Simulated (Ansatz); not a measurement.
# Ti: one crystal by all-electron and frozen-core methods, part 2 of 2

Aim: solve Ti at one geometry with all-electron LAPW, PAW with frozen cores and all-electron PAW on datasets made for the crystal, and see where they agree.

Ansatz 0.2.0; DFT LDA; a Materials Project cell. «Crystal datasets» are all-electron PAW datasets made for this crystal.

### 4 All-electron PAW on datasets made for the crystal

Contents of input.yaml:

```yaml
crystal:
  lattice:
    - [2.9357319231, 0.0, 0.0]
    - [-1.4678659615, 2.5424184241, 0.0]
    - [0.0, 0.0, 4.64085615]
  atoms:
    - { symbol: Ti, position: [0.3333333333, 0.6666666667, 0.25] }
    - { symbol: Ti, position: [0.6666666667, 0.3333333333, 0.75] }
kpoints:
  mp_grid: { grid: [13, 13, 7] }
  band_path:
    path:
      - [0.0, 0.0, 0.0]
      - [0.5, 0.0, 0.0]
      - [0.3333333333, 0.3333333333, 0.0]
      - [0.0, 0.0, 0.0]
      - [0.0, 0.0, 0.5]
      - [0.5, 0.0, 0.5]
      - [0.3333333333, 0.3333333333, 0.5]
      - [0.0, 0.0, 0.5]
      - [0.5, 0.0, 0.5]
    npoints: 8
scf:
  occupations: { method: fermi_dirac, width: 0.05 }
hamiltonian:
  xc: lda
  pseudopotentials: { kind: all_electron, datasets: crystal }
output:
  forces: true
  stress: true
  eigenvalues: true
  efg: { contact_densities: true }
```

Started as:

```sh
$ ansatz run input.yaml --threads 1 --pin off --max-ram 2048MiB --backend cpu --events-out ev --progress --plain --runs-dir out
```

Standard output:

```text
hamiltonian.pseudopotentials.datasets: crystal makes datasets for this crystal and solves the spheres of its atoms anew in each pass: cutoff 260.0 eV, the density's 1040.0 eV; for an error of 0.50 meV an atom under PBE, 1.0 meV for the cell; an energy difference from a run of another recipe may be off by several times the error for the cell, under r2SCAN by more, where some 0.1 meV an atom stays at smaller errors; Ti in spheres of 1.376 Å, 4 of its electrons in bands, 8 on its site; only band paths and densities of states list, in semicore columns, the levels of the semicore shells that are solved separately: 3s of Ti, 3p of Ti
band count auto-derived: 13 (N_el = 8.0; filled up to band 4; 8 by the electrons, moments and atoms)
Engine: ansatz 0.2.0
Pseudopotentials: kind: all_electron
Pseudopotential: Ti, paw, valence charge 12, recommended cutoff 260 eV (normal), Koelling and Harmon's equation, gaussian nucleus
Functional definition: SPW92
  exchange = slater_x
  correlation = pw_c
Crystal: 2 atoms, lattice volume = 34.639 Å³
Basis set: ecut = 260 eV, 313 PW (Γ)
Bands: 13, of which v1, the nominal top of the filled ones, is band 4 counted from 1 (3 counted from 0)
Symmetry: 24 space group operations
Space group: P63/mmc (ITA 194), of the structure as read, at distance tolerance 3.3e-5 Å
k-points: 84 of 1183
Non-local potential: Ti, projectors of the file, l = 0: 1, l = 1: 1, l = 2: 2
PAW form: soft (Blöchl's): semilocal exchange-correlation on the pseudo side does not see the compensation charge
PAW one-centre angular grid: Ti, 590 points (default); XC on its mesh's 1951 points in the sphere
Initial density: superposition of atomic densities (neutral atoms: chi_scale 0, normalization atom)
Initial wavefunctions: pseudopotential atomic-orbital guess
Functional: x = slater, c = lda
iter 1 solved again at ethr=1.89e-2 eV; its pass at ethr=1.00e-1 eV (dr2=1.51e0 eV) is discarded
SCF iter   1: F=—  HF=-46368.706757 eV  |F-HF|=—  |Δ(HF+E_count)|=         —  Δρ=6.66e-2  dr2=1.51e0  ethr=1.89e-2  ⟨swp⟩=2.0  Hψ=6780  notcnv=0
preconditioner: auto → none  [metal: Δε(μ)=0.005 eV  Ē_g=5.294 eV  σ=0.050 eV  W_gap=0.03  n_scr=2 (ndim 8)  ℏωp=17.8 eV  f_vac=0.000  D(μ)=1.67/eV (n_scr^D=22)  sad-step TF]
SCF iter   2: F=—  HF=-46368.176420 eV  |F-HF|=—  |Δ(HF+E_count)|=   5.30e-1  Δρ=2.33e-2  dr2=1.91e-1  ethr=1.88e-2  ⟨swp⟩=2.0  Hψ=2184  notcnv=0
iter 3 solved again at ethr=4.18e-5 eV; its pass at ethr=2.38e-3 eV (dr2=3.34e-3 eV) is discarded
SCF iter   3: F=—  HF=-46368.074299 eV  |F-HF|=—  |Δ(HF+E_count)|=   1.02e-1  Δρ=3.65e-3  dr2=3.35e-3  ethr=4.18e-5  ⟨swp⟩=2.7  Hψ=5869  notcnv=0  defer=7
SCF iter   4: F=—  HF=-46368.071745 eV  |F-HF|=—  |Δ(HF+E_count)|=   2.55e-3  Δρ=5.60e-4  dr2=6.16e-5  ethr=4.18e-5  ⟨swp⟩=3.0  Hψ=2592  notcnv=0  defer=3
SCF iter   5: F=—  HF=-46368.072314 eV  |F-HF|=—  |Δ(HF+E_count)|=   5.69e-4  Δρ=2.94e-4  dr2=2.29e-5  ethr=7.70e-7  ⟨swp⟩=3.1  Hψ=2835  notcnv=0  defer=2
SCF iter   6: F=—  HF=-46368.072310 eV  |F-HF|=—  |Δ(HF+E_count)|=   3.85e-6  Δρ=1.73e-5  dr2=5.05e-8  ethr=2.86e-7  ⟨swp⟩=2.9  Hψ=1652  notcnv=0
SCF iter   7: F=-46368.072310 eV  HF=-46368.072310 eV  |F-HF|=7.43e-9  |Δ(HF+E_count)|=   1.04e-7  Δρ=5.69e-6  dr2=8.50e-9  ethr=6.31e-10  ⟨swp⟩=4.0  Hψ=2129  notcnv=0
SCF 1 converged in 7 iterations: F = -46368.072310 eV  dr2 = 8.50e-9
  Residual-converged pass: ⟨swp⟩=3.2  Hψ=1753  notcnv=0  max |occ|·‖R‖ = 5.2e-6 eV (tolerance 5.3e-6 eV)  dr2=8.71e-9  dr2_onsite=6.95e-9  max |Δocc| = 1.3e-9
NSCF: frozen V_eff on 65 k-points
SCF converged after 7 iterations
Free energy (F): -46368.072310 eV
Harris-Foulkes:  -46368.072310 eV  (|F-HF|=7.43e-9)
Internal energy: -46368.053214 eV  (E = F + TS)
E sigma→0 (E₀):  -46368.062762 eV
Entropy (-TS):   -0.019096 eV (-9.548 meV/atom)
Past the cutoff: the bands carry plane waves up to 1.75 times it, of which those up to 1.5 times it add -0.000202 eV an atom, each by itself; the spheres take 0.000102 eV an atom off the energy for waves past 1.75 times it
By the cutoff:   a pressure is off by up to 0.006 GPa (1.2 times the spheres' own share and the shells' term, over an atom's volume, and 0.004 GPa: a bound that held against runs at twice the plane waves)
Past the cutoffs: a stress includes 0.0019 GPa for waves and charges beyond them, in addition to the slope of what the spheres take
In the spheres:  the bands' charges fall short by 1.2e-7 e at most (sound up to 1e-3), those of shells solved beside the bands by 1.7e-6 e (sound up to 5e-4)
Fermi energy:    13.531567 eV
--- Per-component energies (eV) ---
  The terms above E_closure are by the made datasets' own strengths, without shells solved beside the bands.
--- Forces (eV/Å), atoms counted from 1 ---
  atom   1  Ti    -0.00000000     0.00000000     0.00000000
  atom   2  Ti     0.00000000    -0.00000000    -0.00000000
  max |Σ_I F_I| component: 1.11e-16 eV/Å
--- Stress (GPa, compression-positive) ---
       -8.099359       0.000000       0.000000
        0.000000      -8.099359       0.000000
        0.000000       0.000000      -8.033656
  P = ⅓ Tr σ = -8.0775 GPa (-80.775 kbar)
  It holds what live shells' own plane waves past their cutoff add
--- PAW observables at the nuclei: V_zz in 10²¹ V/m², potentials from the cell's mean, atoms counted from 1 ---
  atom   1  Ti V_zz =    +1.998598   η = 0.0000   by run symmetry: allowed
            electrostatic potential = -2528.037019 V   contact ρ = 56472.772321 e/Å³
  atom   2  Ti V_zz =    +1.998598   η = 0.0000   by run symmetry: allowed
            electrostatic potential = -2528.037019 V   contact ρ = 56472.772321 e/Å³
--- Band table (eV; the first three rows and the last of 84) ---
  k-point 0: bands = ["7.4026", "10.8451", "14.2738", "14.2738", "14.4138", "14.4212", "14.7787", "14.7787", "15.1090", "15.1090", "16.6733"]
  k-point 1: bands = ["7.5759", "10.7641", "14.1230", "14.1936", "14.1936", "14.3191", "14.6844", "14.6844", "15.3013", "15.3013", "16.6827"]
  k-point 2: bands = ["8.0747", "10.4125", "13.6572", "14.0670", "14.1026", "14.1026", "14.4697", "14.4697", "15.7044", "15.7044", "16.6454"]
  k-point 83: bands = ["12.0423", "12.0951", "12.5553", "12.6751", "13.3054", "13.4106", "15.0387", "15.3689", "16.6612", "16.7793", "19.8093"]
```

Run time: 14 s. Hardware: 1 thread of AMD EPYC 7R43 (Zen 3), shared host; peak memory 0.43 GiB.

Result: pressure -8.08 GPa; no gap; Vzz Ti1 2.00 (η = 0.00) (10²¹ V/m²).

| atom | contact density (e/Å³) |
| --- | --- |
| Ti1 | 56472.77 |

### 5 Side by side

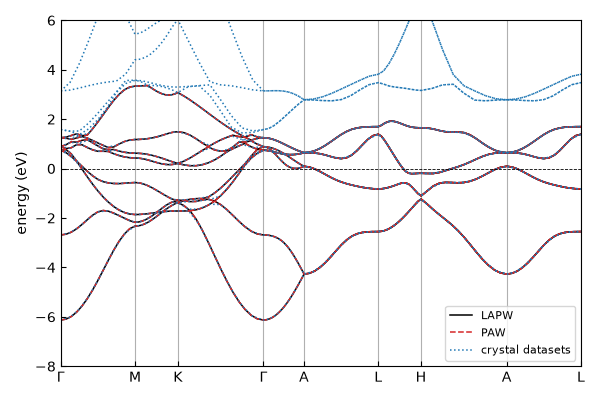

Bands of 3 runs (LAPW; PAW; crystal datasets) drawn together, counted from each run's Fermi level.

| method | pressure (GPa) | Vzz Ti1 (10²¹ V/m²) | SCF cycles, all passes |
| --- | --- | --- | --- |
| LAPW | -8.08 | – | 6 |
| PAW | -8.09 | 2.02 | 6 |
| crystal datasets | -8.08 | 2.00 | 7 |

### 6 Outcome

The summary covers parts 1 to 2.

| quantity | value |
| --- | --- |
| pressure | LAPW -8.08, PAW -8.09, crystal datasets -8.08 GPa |
| gap (LAPW) | none |
| Bader charges (PAW) | Ti1 +0.00 e |
| highest ELF (PAW) | 0.75, 2.05 Å from Ti |

What this shows: At this geometry the cell is under tension of 8.1 GPa, so it would shrink if let go. There is no gap at this level; the crystal is a metal here. Within 0.3 eV of the Fermi level the largest projected share is Ti 3d (96 %). The projection holds only the free atom's occupied shells (Ti 4s, Ti 3d in this range). The field gradient at Ti1, the largest by crystal datasets, is 2.02 by PAW and 2.00 by crystal datasets (10²¹ V/m²), within 5 %. In pressure, PAW differs from LAPW by less than 0.01 GPa. The price, with the outputs that each input asks for: 26 s for LAPW against 13 s for PAW, about 2 to one.
